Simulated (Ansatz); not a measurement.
# Ti$_{8}$Si$_{16}$H (cell with a defect): what the fields show

```
CELL_PARAMETERS angstrom
0.00000 0.00000 -7.15844
-1.77380 -6.78034 -3.57922
-7.09522 0.00000 -3.57922
ATOMIC_POSITIONS crystal
Ti 0.20531 0.78834 0.05297
Ti 0.70373 0.79206 0.05227
Ti 0.95431 0.79215 0.55113
Ti 0.45334 0.79196 0.55322
Ti 0.04827 0.20668 0.44830
Ti 0.54860 0.20665 0.44837
Ti 0.80133 0.20512 0.94846
Ti 0.29691 0.20524 0.94845
Si 0.45775 0.11589 0.22046
Si 0.95096 0.11826 0.23167
Si 0.21223 0.11873 0.70865
Si 0.70715 0.11617 0.72138
Si 0.79539 0.87811 0.28127
Si 0.29705 0.87814 0.28131
Si 0.54745 0.87848 0.77992
Si 0.04598 0.87846 0.77999
Si 0.68833 0.49949 0.37568
Si 0.18909 0.49822 0.37546
Si 0.43945 0.49759 0.87551
Si 0.93755 0.50219 0.87440
Si 0.56454 0.49854 0.12545
Si 0.06328 0.49866 0.12535
Si 0.31378 0.49922 0.62512
Si 0.81376 0.49920 0.62505
H 0.09385 0.08556 0.97861
```

Computed without spin polarisation.

Computed with DFT PBE, scalar-relativistic, plane waves, PAW in Ansatz.

The density is the valence pseudo-density of a PAW calculation; it isn't the true density close to the nuclei.

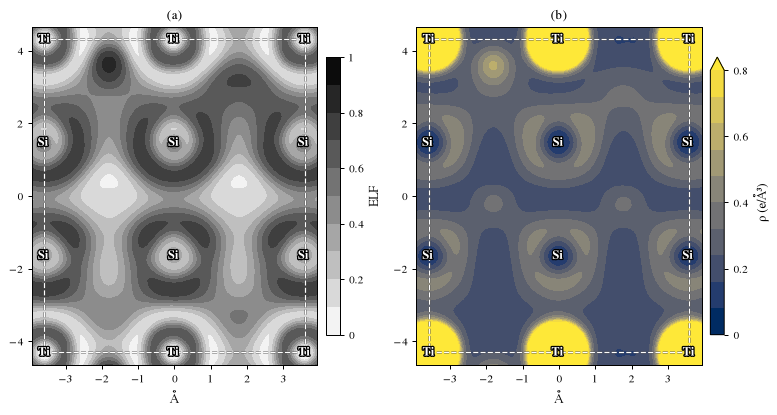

Figure 1. (a) ELF; (b) valence pseudo-density on the (011) plane of the calculation cell.

What does the map show?

Answer. Atoms in the plane: Ti and Si. Atoms just off the plane (H, 0.5 Å away) can leave unmarked features too. Between the atoms the lowest density in this plane is 0.16 e/Å³. The features right at Ti lie inside the PAW spheres, where the map follows smoothed inner orbitals and isn't to be read closely.

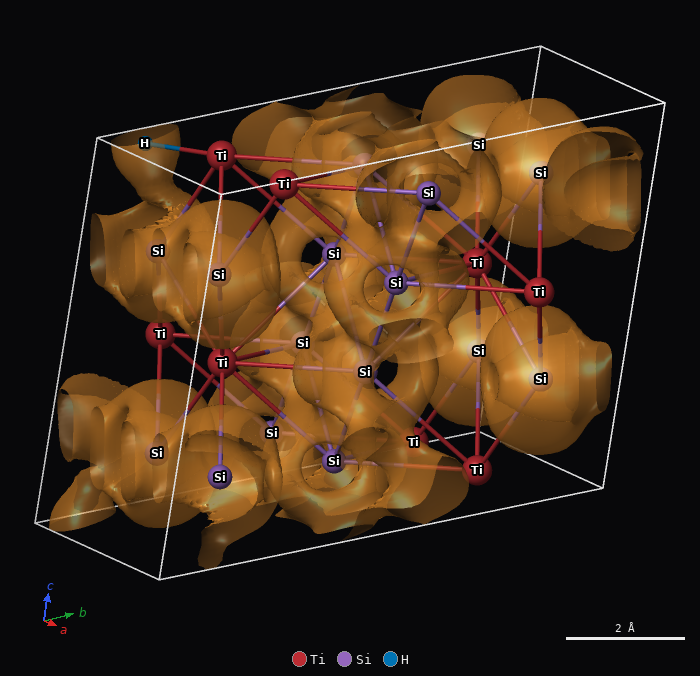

Figure 2. Isosurface of the ELF at 0.65 (orange), seen slightly off an axis. Core shells and regions of very low density are left out. Sticks mark near contacts.

Identify the bonds, lone pairs and shells in this picture.

Answer. The ELF exceeds this value in channels that run through the cell in one direction and sheets that run through the cell in two directions, counted in one cell of 25 atoms. Any copies at cell faces, edges or corners count once.


Ti–H (1.95 Å): the ELF climbs to about 1 towards the hydrogen. Si–Si (2.40 Å): the ELF peaks at about 0.75 between the atoms.

Does the calculation make it a metal, or give it a gap?

Answer. It is gapless in this calculation (a metal or semimetal).
